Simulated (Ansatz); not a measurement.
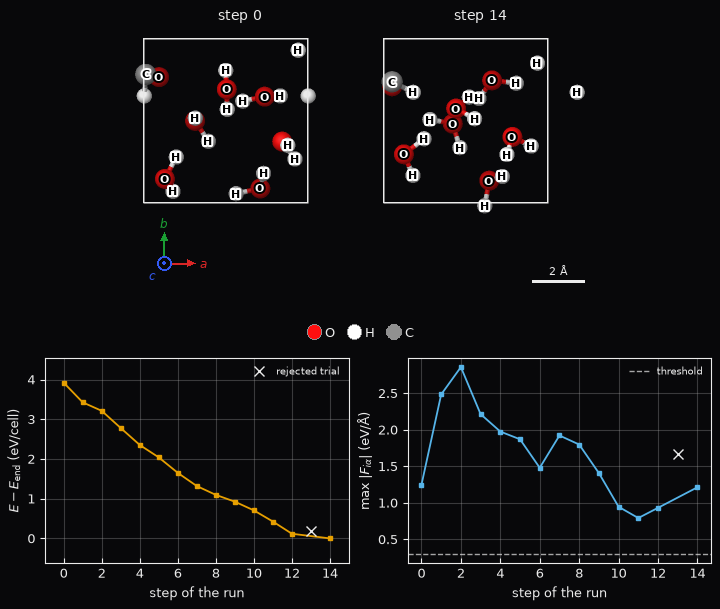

First and last geometry of a relaxation of an amorphous cell of composition H14CO7, with the history of the run. A ball-and-stick model of the cell of the calculation, seen along the c axis.

The cell holds 6 H2O + 1 H2CO. The run prepares the start of a later molecular dynamics calculation, from a guessed geometry.

Computed with DFT LDA, scalar-relativistic, plane waves, PAW in Ansatz. Set-up: plane-wave cutoff 420 eV; k-point mesh 1 × 1 × 1; occupations fermi dirac; smearing width 0.02 eV; no spin polarisation; atoms relaxed in a fixed cell; force threshold 0.3 eV/Å; at most 15 steps.

Q: Did the run converge, and what did it change?

A: The relaxation stopped without meeting its thresholds, so the last structure isn't shown to be converged. It used up its limit of 15 steps. After 13 accepted moves (14 points after the start) the energy has fallen by 3.921 eV per cell of the calculation. Largest force component: 1.2 eV/Å at the start, 1.2 eV/Å at the end. The line search rejected the trial step at point 13 of the run. An H atom moves most: 1.26 Å roughly along [2 0 1]. By element the largest moves are H 1.26 Å, O 1.03 Å, C 0.59 Å. The cell stays as it was. Near-neighbour distances that change, for instance: H–O 0.969 → 1.017 Å, H–O 0.969 → 0.995 Å, C–H 1.104 → 1.126 Å, C–O 1.220 → 1.232 Å. Among the angles between lasting bonds that change: H–O–H 104.0° → 110.1°, H–O–H 104.0° → 100.0°, H–C–H 115.7° → 119.5°. Cost: 13 s on 1 thread of Intel(R) Xeon(R) Platinum 8488C (Sapphire Rapids), on a shared host, peak memory 0.38 GiB.

Limits of the set-up: the periodic images lie only 6.4 Å apart, so the values are limited by the cell's size.
